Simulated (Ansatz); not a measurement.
# MgO: band-structure calculation (part 2 of 2)

The same run, continued: MgO (P6₃mc, 4 atoms in the cell); DFT, HSE06, plane waves, PAW, no spin polarisation (Ansatz 0.2.0); cutoff 420 eV, 6×6×4 k-mesh, fixed occupations. The structure was built on a prototype by a generator. The geometry comes from this level: r2SCAN (a point of a series of strains).

Geometry of the input (Å; fractional positions):
```
3.2882  0.0000  0.0000
-1.6441  2.8477  0.0000
0.0000  0.0000  5.0344
Mg 0.3333  0.6667  -0.0098
Mg 0.6667  0.3333  0.4902
O  0.3333  0.6667  0.3848
O  0.6667  0.3333  0.8848
```

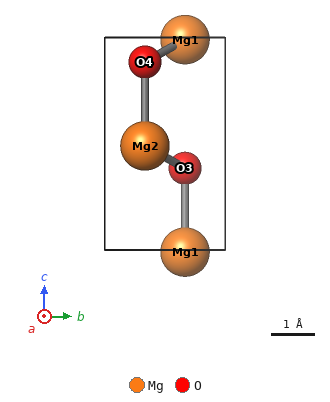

Figure 1. The input geometry (ball-and-stick view of the cell of the calculation, along the a axis; atoms are numbered from 1 in the order of the input).

**Log, continued**
```
SCF iter   1: F=—  HF=-4988.321708 eV  |F-HF|=—  |Δ(HF+E_count)|=         —  Δρ=4.57e-5  dr2=4.65e-7  ethr=1.08e-6  ⟨swp⟩=2.2  Hψ=991  notcnv=0
preconditioner: auto → none  [insulator: Δε(μ)=5.158 eV  Ē_g=17.322 eV  n_scr=22 (ndim 8)  ℏωp=21.6 eV  f_vac=0.046]
SCF iter   2: F=—  HF=-4988.321708 eV  |F-HF|=—  |Δ(HF+E_count)|=   2.43e-7  Δρ=1.77e-5  dr2=8.48e-8  ethr=1.37e-9  ⟨swp⟩=4.1  Hψ=1628  notcnv=0  defer=1
SCF iter   3: F=—  HF=-4988.321708 eV  |F-HF|=—  |Δ(HF+E_count)|=   7.55e-9  Δρ=5.44e-6  dr2=5.66e-9  ethr=2.44e-10  ⟨swp⟩=3.0  Hψ=1171  notcnv=0
SCF iter   4: F=-4988.321708 eV  HF=-4988.321708 eV  |F-HF|=2.00e-9  |Δ(HF+E_count)|=   3.39e-8  Δρ=2.61e-6  dr2=2.00e-9  ethr=1.47e-11  ⟨swp⟩=4.1  Hψ=1476  notcnv=0  defer=1
SCF 3 converged in 4 iterations: F = -4988.321708 eV  dr2 = 2.00e-9
  Residual-converged pass: ⟨swp⟩=3.0  Hψ=986  notcnv=0  max |occ|·‖R‖ = 6.3e-7 eV (tolerance 6.3e-7 eV)  dr2=2.01e-9  dr2_onsite=4.93e-10  max |Δocc| = 0.0e0
hybrid outer 2: dexx = +2.569e-7 eV, tail = 2.52e-8 eV, Δε = 1.92e-3 eV (about 7.59e-5 eV left of the loop's levels), ΔF = 6.53e-4 eV/Å (tail 3.37e-4)
the search or the solves at the SCF's close seem to have found levels that the self-consistency loop had missed (the run counts 1). By its estimate they hold under 1e-12 electrons; where the run keeps them, the occupations were computed again with them
NSCF: frozen V_eff on 6 k-points
hybrid SCF converged: 2 outer / 10 inner (+2 warm-up), last move |dexx| = 2.57e-7 eV, tail = 2.52e-8 eV
Stability not checked: this state was not tested for a lower state beside it, because the functional holds exact exchange (a hybrid, or Hartree-Fock), whose exchange loop this test does not read (fock_operator; see scf.lower_state_search)
Free energy (F): -4988.321708 eV
Frozen-core exchange: fock
Harris-Foulkes:  -4988.321708 eV  (|F-HF|=2.00e-9)
Internal energy: -4988.321708 eV  (E = F + TS)
E sigma→0 (E₀):  -4988.321708 eV
Fermi energy:    3.793317 eV
--- Per-component energies (eV) ---
  E_band       = -761.046816
  E_kinetic    = 511.164944
  E_local      = -3732.031438  (includes V_loc(G=0)·N_el)
  E_nonlocal   = 282.662302
  E_hartree    = 1332.854619
  E_xc         = -168.738061
  E_vxc        = -214.094868  (∫ρ·V_xc dr)
  E_exx        = -142.760331  (= α·E_x^exact, valence–valence)
  E_paw        = -797.559957  (= ΣΔE_a)
  E_vpaw       = 11.060572  (= ΣTr[D̂ρ^β])
  E_aug_tail   = 0.004927  (compensation charges beyond the density's cutoff)
  E_ewald      = -2273.795631
  E_core_change = -0.123082  (= ΣΔE_core)
  E_smearing   = -0.000000  (= −TS)
  E_closure    = 0.000000  (closes the sum)
  Σ components = -4988.321708   (vs F -4988.321708, Δ=9.09e-13)
--- Forces (eV/Å), atoms counted from 1 ---
  atom   1  Mg     0.00000000     0.00000000     0.00391680
  atom   2  Mg    -0.00000000    -0.00000000     0.00391680
  atom   3  O      0.00000000    -0.00000000    -0.00396823
  atom   4  O     -0.00000000     0.00000000    -0.00396823
  max |Σ_I F_I| component: 1.03e-4 eV/Å
--- Stress (GPa, compression-positive) ---
       -0.044360      -0.000000       0.000000
       -0.000000      -0.044360      -0.000000
        0.000000      -0.000000       0.092805
  P = ⅓ Tr σ = 0.0014 GPa (0.014 kbar)
--- Band table (eV; the first three rows and the last of 21) ---
  k-point 0: bands = ["-72.2923", "-72.2879", "-37.2377", "-37.1879", "-37.1857", "-37.1857", "-37.1770", "-37.1770", "-13.9122", "-13.0697", "0.3554", "3.0560", "3.0560", "3.4014", "3.4014", "3.7933", "8.9516", "14.1947", "16.0849", "20.0329", "20.0329"]
  k-point 1: bands = ["-72.2917", "-72.2885", "-37.2304", "-37.1952", "-37.1844", "-37.1844", "-37.1783", "-37.1783", "-13.7954", "-13.2003", "0.7224", "3.0415", "3.1047", "3.1047", "3.3486", "3.3486", "9.8216", "13.2140", "17.0843", "20.0889", "20.0889"]
  k-point 2: bands = ["-72.2901", "-72.2901", "-37.2128", "-37.2128", "-37.1813", "-37.1813", "-37.1813", "-37.1813", "-13.5047", "-13.5047", "1.7273", "1.7273", "3.2251", "3.2251", "3.2251", "3.2251", "11.5225", "11.5225", "18.9592", "18.9592", "20.5351"]
  k-point 20: bands = ["-72.2881", "-72.2881", "-37.2248", "-37.2248", "-37.1978", "-37.1978", "-37.1911", "-37.1911", "-13.0136", "-13.0136", "1.0758", "1.0758", "1.6148", "1.6148", "3.3922", "3.3922", "14.0989", "14.0989", "15.6446", "15.6446", "18.8490"]
```

**File bands.tsv**
```
# k_distance	band_0	band_1	band_2	band_3	band_4	band_5	band_6	band_7	band_8	band_9	band_10	band_11	band_12	band_13	band_14	band_15	band_16	band_17	band_18	band_19	band_20
# fermi_ev = 3.793317
# lock_threshold_ev = 1e-6
# [0, 0, 0] at k_distance = 0.000000
# [0.5, 0, 0] at k_distance = 1.103211
# [0.3333333333, 0.3333333333, 0] at k_distance = 1.740151
# [0, 0, 0.5] at k_distance = 3.158664
# [0.5, 0, 0.5] at k_distance = 4.261876
# [0.3333333333, 0.3333333333, 0.5] at k_distance = 4.898815
# levels_relative_to = fermi_ev
# free_energy_ev = -4988.321708
# largest_residual_norms_ev = 6.418e-5 6.536e-5 1.655e-4 1.945e-4 1.842e-4 1.842e-4 2.737e-4 2.735e-4 4.012e-4 4.015e-4 6.774e-4 7.997e-4 9.565e-4 7.532e-4 9.142e-4 1.178e-3 1.185e-3 1.253e-3 1.383e-3 1.905e-3 1.950e-3
0.000000	-76.085604	-76.081206	-41.030969	-40.981209	-40.978967	-40.978967	-40.970332	-40.970332	-17.705514	-16.863002	-3.437918	-0.737293	-0.737293	-0.391919	-0.391919	0.000000	5.158270	10.401349	12.291556	16.239568	16.239568
1.103211	-76.082392	-76.080943	-41.015097	-41.004422	-41.003444	-40.992535	-40.987871	-40.975423	-16.999230	-16.741021	-3.214346	-2.306566	-1.819682	-1.304275	-0.837374	-0.503122	9.618354	9.838348	11.130249	12.750011	15.028076
1.740151	-76.081453	-76.081453	-41.006368	-41.006368	-40.998591	-40.996198	-40.996198	-40.983580	-16.818294	-16.818294	-2.840567	-2.004782	-2.004782	-1.370217	-1.245342	-1.245342	10.046523	10.187494	12.166648	12.166648	15.257075
3.158664	-76.083416	-76.083416	-41.006141	-41.006141	-40.974643	-40.974643	-40.974643	-40.974643	-17.298061	-17.298061	-2.065998	-2.065998	-0.568199	-0.568199	-0.568199	-0.568199	7.729145	7.729145	15.165914	15.165914	16.741787
4.261876	-76.081676	-76.081676	-41.019881	-41.019881	-40.987821	-40.987821	-40.981640	-40.981640	-16.860896	-16.860896	-3.265494	-3.265494	-0.926224	-0.926224	-0.744441	-0.744441	9.143805	9.143805	12.872366	12.872366	15.712798
4.898815	-76.081462	-76.081462	-41.018115	-41.018115	-40.991082	-40.991082	-40.984395	-40.984395	-16.806960	-16.806960	-2.717537	-2.717537	-2.178546	-2.178546	-0.401144	-0.401144	10.305584	10.305584	11.851313	11.851313	15.055695
```

**File rho_z.tsv**
```
# z_ang	rho[e/angstrom^3]
# format = ansatz-planar-average/11
# lattice	3.288217187	0.000000000	0.000000000
# lattice	-1.644108593	2.847679617	0.000000000
# lattice	0.000000000	0.000000000	5.034366411
# sites	4
# site	12	-0.000000000	1.898453078	-0.049530691
# site	12	1.644108593	0.949226539	2.467652515
# site	8	-0.000000000	1.898453078	1.937418095
# site	8	1.644108593	0.949226539	4.454601301
0.000000	1.619792e0
0.139844	1.215956e0
0.279687	6.992116e-1
0.419531	3.165558e-1
0.559374	1.404604e-1
0.699218	9.174720e-2
0.839061	9.007886e-2
0.978905	1.091785e-1
1.118748	1.486032e-1
1.258592	2.144902e-1
1.398435	3.199959e-1
1.538279	4.724914e-1
1.678122	6.450938e-1
1.817966	7.986088e-1
1.957809	9.544220e-1
2.097653	1.187055e0
2.237496	1.491707e0
2.377340	1.703281e0
2.517183	1.619792e0
2.657027	1.215956e0
2.796870	6.992116e-1
2.936714	3.165558e-1
3.076557	1.404604e-1
3.216401	9.174720e-2
3.356244	9.007886e-2
3.496088	1.091785e-1
3.635931	1.486032e-1
3.775775	2.144902e-1
3.915618	3.199959e-1
4.055462	4.724914e-1
4.195305	6.450938e-1
4.335149	7.986088e-1
4.474992	9.544220e-1
4.614836	1.187055e0
4.754679	1.491707e0
4.894523	1.703281e0
```

**File v_z.tsv**
```
# z_ang	v_es[eV]	v_tot[eV]
# format = ansatz-planar-average/11
# xc	hse06
# density_cutoff_ev	1680
# datasets	Mg=:simpson_from_first_knot:soft:fock:shift=0	O=:simpson_from_first_knot:soft:fock:shift=0
# lattice	3.288217187	0.000000000	0.000000000
# lattice	-1.644108593	2.847679617	0.000000000
# lattice	0.000000000	0.000000000	5.034366411
# sites	4
# site	12	-0.000000000	1.898453078	-0.049530691
# site	12	1.644108593	0.949226539	2.467652515
# site	8	-0.000000000	1.898453078	1.937418095
# site	8	1.644108593	0.949226539	4.454601301
0.000000	-3.711707e0	-1.261973e1
0.139844	-1.597713e0	-9.803012e0
0.279687	6.308486e-1	-6.780768e0
0.419531	3.059860e0	-3.566436e0
0.559374	5.207914e0	-7.650523e-1
0.699218	6.757175e0	9.608838e-1
0.839061	7.787785e0	1.967158e0
0.978905	8.456599e0	2.429345e0
1.118748	8.813712e0	2.361345e0
1.258592	8.484382e0	1.532119e0
1.398435	6.920482e0	-5.809315e-1
1.538279	4.804014e0	-3.289811e0
1.678122	2.586121e0	-6.117736e0
1.817966	2.795759e-1	-8.936148e0
1.957809	-1.969955e0	-1.163049e1
2.097653	-3.889914e0	-1.372762e1
2.237496	-5.030847e0	-1.479833e1
2.377340	-5.057006e0	-1.450123e1
2.517183	-3.711707e0	-1.261973e1
2.657027	-1.597713e0	-9.803012e0
2.796870	6.308486e-1	-6.780768e0
2.936714	3.059860e0	-3.566436e0
3.076557	5.207914e0	-7.650523e-1
3.216401	6.757175e0	9.608838e-1
3.356244	7.787785e0	1.967158e0
3.496088	8.456599e0	2.429345e0
3.635931	8.813712e0	2.361345e0
3.775775	8.484382e0	1.532119e0
3.915618	6.920482e0	-5.809315e-1
4.055462	4.804014e0	-3.289811e0
4.195305	2.586121e0	-6.117736e0
4.335149	2.795759e-1	-8.936148e0
4.474992	-1.969955e0	-1.163049e1
4.614836	-3.889914e0	-1.372762e1
4.754679	-5.030847e0	-1.479833e1
4.894523	-5.057006e0	-1.450123e1
```

**Key numbers**

```json
{"quantity": "outcome", "value": "converged"}
{"quantity": "space group (tolerance 0.01 Å)", "value": "P6₃mc (186)"}
{"quantity": "electrons treated", "value": "32"}
{"quantity": "free energy", "value": "−4988.3217 eV"}
{"quantity": "Fermi energy", "value": "3.793 eV"}
{"quantity": "gap on the k-point mesh", "value": "5.16 eV"}
{"quantity": "pressure", "value": "0.00 GPa"}
{"quantity": "largest force (length of the vector)", "value": "0.004 eV/Å"}
{"quantity": "hardware", "value": "2 threads of Arm Neoverse N1, 16 GiB of memory available, shared host"}
{"quantity": "wall time", "value": "62 s (CPU time 2 min)"}
{"quantity": "peak memory", "value": "0.95 GiB"}
```

Warnings of the run: the exchange loop's threshold is looser than advised for the stress; the SCF threshold is looser than advised for the printed stress.
